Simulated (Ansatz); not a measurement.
ZrB$_{2}$. A set of calculations on one system.

Space group P6/mmm.

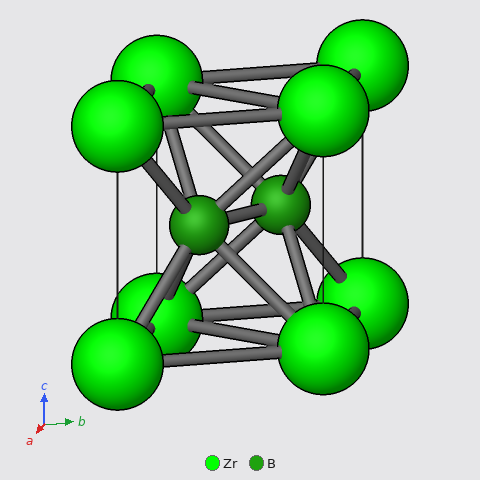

The conventional cell.

Input file:

```
crystal:
  lattice:
    - [3.17, 0.0, 0.0]
    - [-1.585, 2.74530053, 0.0]
    - [0.0, 0.0, 3.533]
  atoms:
    - { symbol: Zr, position: [0.0, 0.0, 0.0] }
    - { symbol: B, position: [0.3333333333, 0.6666666667, 0.5] }
    - { symbol: B, position: [0.6666666667, 0.3333333333, 0.5] }
basis:
  ecutwfc: 420
  fft_grid_basis: typed
kpoints:
  mp_grid: { grid: [12, 12, 10] }
hamiltonian:
  xc: pbe
  pseudopotentials: { kind: paw }
scf:
  occupations: { method: gaussian, width: 0.05 }
output:
  forces: true
  stress: true
  eigenvalues: true
  bader: true
  write_density: true
  volumetric_format: npy
  elf: true
```

Run with:

```sh
ansatz run input.yaml --threads 1 --pin off --max-ram 2560MiB --backend cpu --events-out ev --progress --plain --runs-dir out
```

The picture shows the conventional cell (a = 3.17 Å, b = 3.17 Å, c = 3.53 Å, α = 90.00°, β = 90.00°, γ = 120.00°).

Level of theory: DFT PBE, scalar-relativistic, plane waves, PAW in Ansatz 0.2.0.

Core electrons are frozen (PAW), so the maps are meaningful between the atoms, not at the nuclei.

## 1. Bonding charge

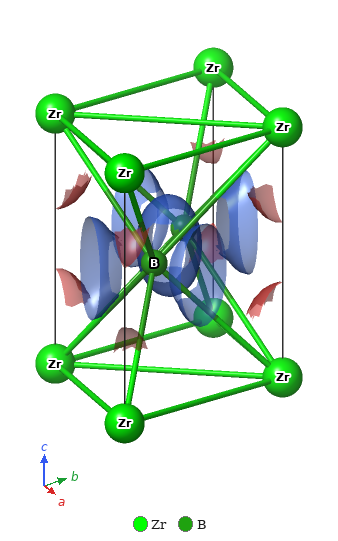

*Density of the crystal less the sum of free-atom densities: blue surfaces at +0.06 and red ones at −0.06 e/Å³, in the conventional cell seen slightly off an axis (the regions close to the nuclei are left out). Cores are masked to 1.0 Å (Zr) and 0.7 Å (B).*

What does the deformation density say about the bonding?

Answer. B–B (1.83 Å): Δρ is +0.14 e/Å³ at the midpoint, where it peaks: a build-up of bond charge.
- B–Zr (2.54 Å): Δρ is −0.015 e/Å³ at the midpoint, so little or no bond charge builds up halfway.
- Zr–Zr (3.17 Å): Δρ is −0.013 e/Å³ at the midpoint.
- Over the whole cell, outside the masked cores, the largest gain, 0.14 e/Å³, lies 0.9 Å from a boron nucleus, and the largest loss lies at the edge of the masked core of Zr.
- The rearranged charge, half the integral of |Δρ|, is about 0.14 e an atom.
- Bader charges: Zr +1.56 and B −0.78 e. Among metals such charges hang on how the charge between the atoms is shared out.

## 2. One group of states

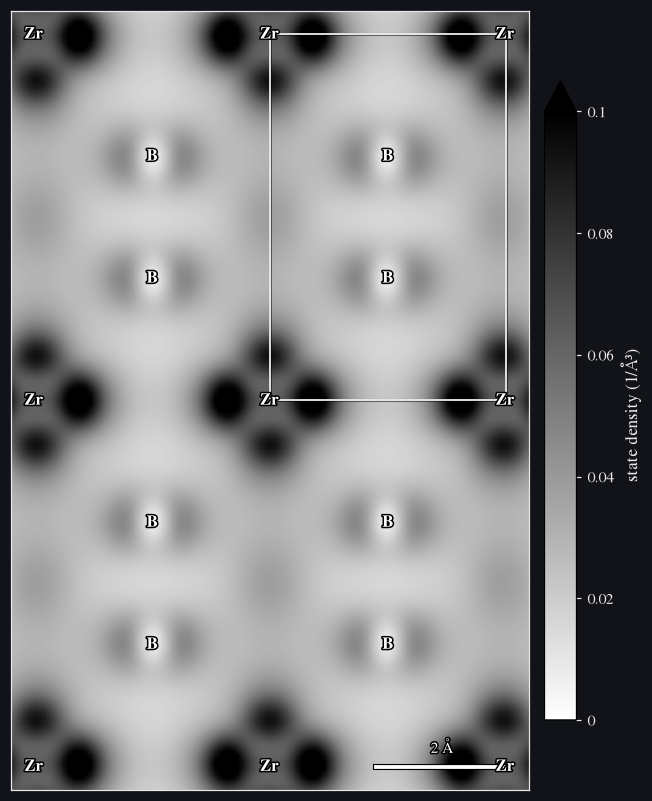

*Density of the Kohn–Sham states from −1.2 to 0.0 eV about the Fermi level (the filled states just under the Fermi level), scaled to one electron a cell: a map on the (110) plane of the conventional cell.*

Describe these states.

Answer. Löwdin projections on the PAW files' atomic orbitals give Zr 4d (75 %) and B 2p (25 %). In space (atomic cells sized by Bader volumes) the density divides as Zr about 60 % and B about 40 %.

## 3. Moving an atom

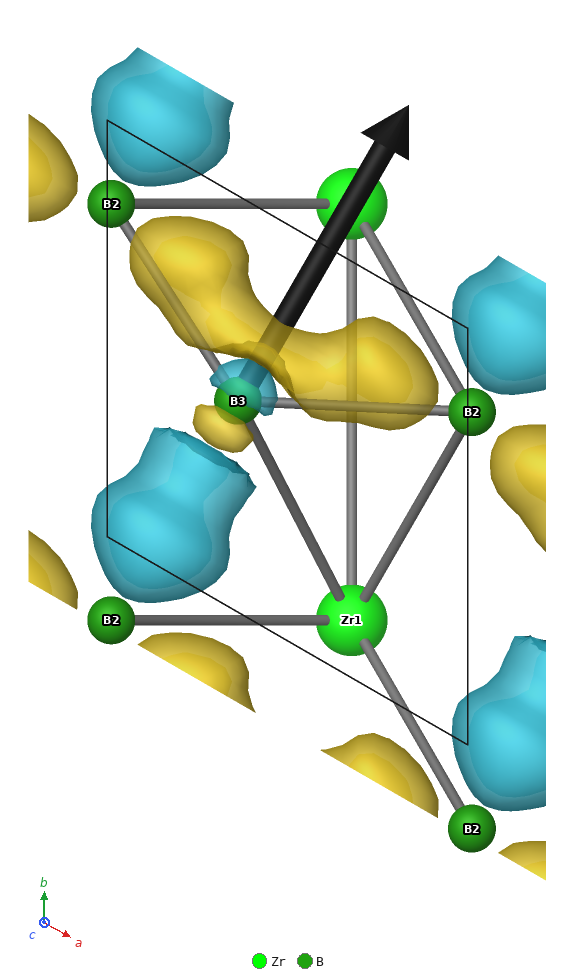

B3 was moved by 0.10 Å along [1 2 0] in the axes of the cell drawn (arrow, not to scale). Change of the density less the rigid motion of the neutral atom's own density: yellow surfaces at +0.015 and cyan ones at −0.015 e/Å³, in the cell of the calculation (origin moved) seen along the c axis.

How do the electrons respond beyond following the atom?

Answer. About 0.08 e is rearranged in the cell. Outside the cores the largest gain lies at the edge of the masked core of B, and the largest loss, 0.05 e/Å³, lies 0.8 Å from a boron nucleus.

How much does the computed force on the atom change?

Answer. The force on it changes by 1.38 eV/Å along the move, against it: a stiffness of about 14 eV/Å² for this sublattice shift.
